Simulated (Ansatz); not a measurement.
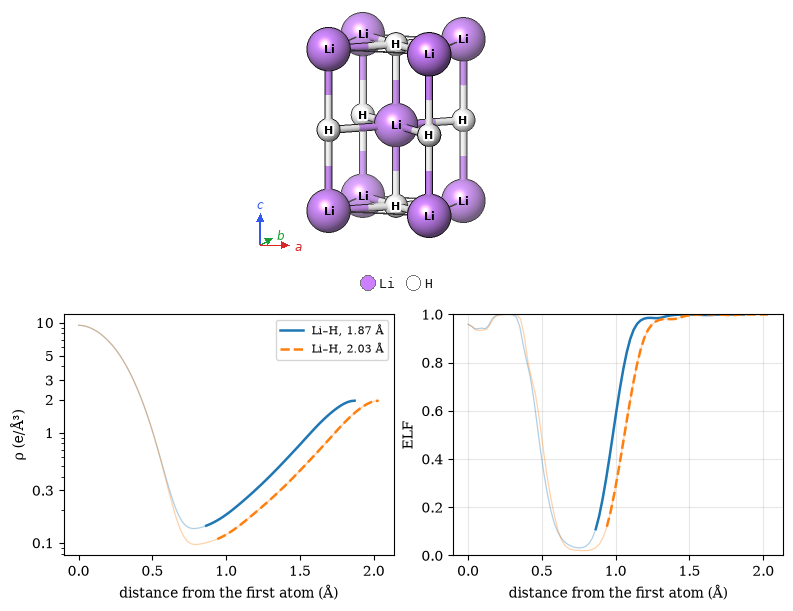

Figure. LiH. Valence charge density (pseudo) and electron localisation function along straight lines between neighbouring atoms. Thin, pale parts lie inside the atomic spheres. The structure is drawn too.

Space group I4/mmm; changed on purpose from its base cell (strain -0.080 along x and y, +0.000 along z, atoms carried along); computed pressure about 6 GPa in this cell.

Theory: DFT PBE, scalar-relativistic, plane waves, PAW (Ansatz 0.2.0).

The density is the valence pseudo-density of a PAW calculation; it isn't the true density close to the nuclei.

```
Li H
1.0
     1.86990   -1.86990    0.00000
     1.86990    1.86990    0.00000
     0.00000    0.00000    4.06500
Li H
2 2
Direct
  0.00000 0.00000 0.00000
  0.50000 0.50000 0.50000
  0.50000 0.50000 0.00000
  0.00000 0.00000 0.50000
```

What kind of bonding do the profiles show?

Li–H (1.87 Å): the density is about 0.16 e/Å³ at the midpoint; the ELF climbs to about 1 towards the hydrogen (a hydride-like H with a filled shell, bound largely ionically).
Li–H (2.03 Å): the density is about 0.12 e/Å³ at the midpoint; the ELF climbs to about 1 towards the hydrogen (a hydride-like H with a filled shell, bound largely ionically).
